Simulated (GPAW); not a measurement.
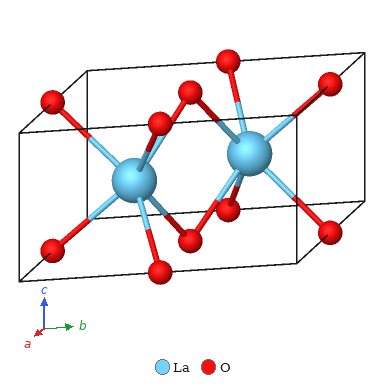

System: La₂O₃, space group P-62m (No. 189). The picture shows the conventional cell.

Input file:
```
from ase import Atoms
from ase.eos import EquationOfState
from ase.io import Trajectory
from ase.units import GPa
from gpaw import GPAW, PW

atoms = Atoms(['La', 'La', 'O', 'O', 'O'],
              cell=[[6.2667802772, 0.0, 0.0],
                    [-3.1333901386, 5.42719092, 0.0],
                    [0.0, 0.0, 3.299766]],
              scaled_positions=[[0.6666666667, 0.3333333333, 0.5],
                                [0.3333333333, 0.6666666667, 0.5],
                                [0.50801399, 0.0, 0.0],
                                [0.0, 0.50801399, 0.0],
                                [0.49198601, 0.49198601, 0.0]],
              pbc=True)

traj = Trajectory('eos.traj', 'w')
volumes, energies = [], []
for x in [0.94, 0.96, 0.98, 1.0, 1.02, 1.04, 1.06]:
    a = atoms.copy()
    a.set_cell(atoms.cell * x**(1 / 3), scale_atoms=True)
    calc = GPAW(mode=PW(800),
                xc='LDA',
                kpts={'size': (4, 4, 5), 'gamma': True},
                occupations={'name': 'fermi-dirac', 'width': 0.05},
                nbands=42,
                convergence={'density': 1e-05, 'energy': 1e-05},
                maxiter=150,
                txt=f'eos-{x:.2f}.txt')
    a.calc = calc
    energies.append(a.get_potential_energy(force_consistent=True))
    volumes.append(a.get_volume())
    p = -a.get_stress()[:3].mean() / GPa
    calc.write(f'eos-{x:.2f}.gpw')
    traj.write(a)
    print(f'{x:.2f} {volumes[-1]:10.4f} A^3 {energies[-1]:14.6f} eV {p:9.3f} GPa', flush=True)

v0, e0, B = EquationOfState(volumes, energies, eos='birchmurnaghan').fit()
print(f'V0 = {v0:.4f} A^3, E0 = {e0:.6f} eV, B0 = {B / GPa:.2f} GPa')
```

Command:
```bash
OMP_NUM_THREADS=1 python run.py
```

How it was computed, with GPAW 26.7.0: PAW DFT in plane waves, on a grid or in atomic orbitals, no spin polarisation; energies at scaled volumes of the given cell, shape and fractions fixed, counted from the fit's minimum, third-order Birch-Murnaghan fit. Level: LDA.

- k mesh: 4×4×5
- occupations: Fermi–Dirac
- smearing width: 0.05 eV
- potentials: GPAW PAW data sets (gpaw data 1.2.1)
- wave cutoff: 800 eV
- program settings: basis pw

Describe the result: the energy against volume. The volume takes the values 21.10, 21.55, 22.00, 22.45, 22.89, 23.34, 23.79 Å³/atom.

A third-order Birch–Murnaghan fit gives V0 = 21.81 Å³/atom, B0 = 107 GPa and B′ = 4.2. The energy is 8.17 meV/atom at volume 21.10 Å³/atom and 51.88 meV/atom at 23.79 Å³/atom; the lowest computed point is at volume 22.00 Å³/atom (0.53 meV/atom), in a single well.

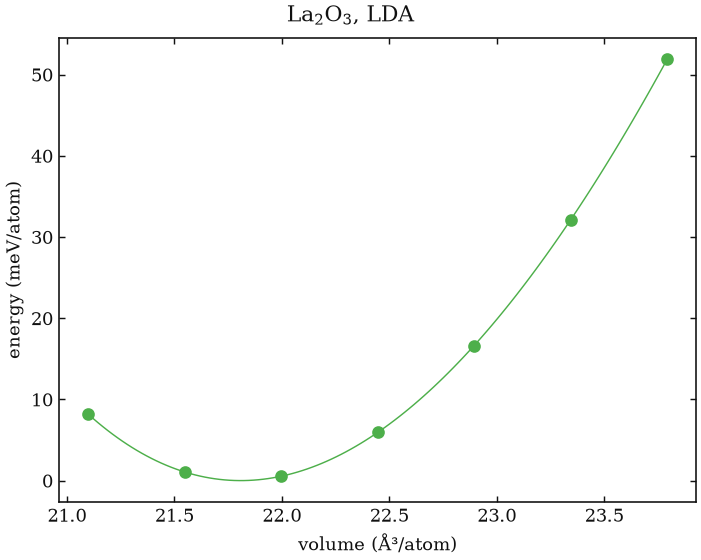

Keep in mind: compensation charges of f shells cut short; shape and atomic fractions are frozen while scaling, which makes layered, chain and framework solids too stiff.
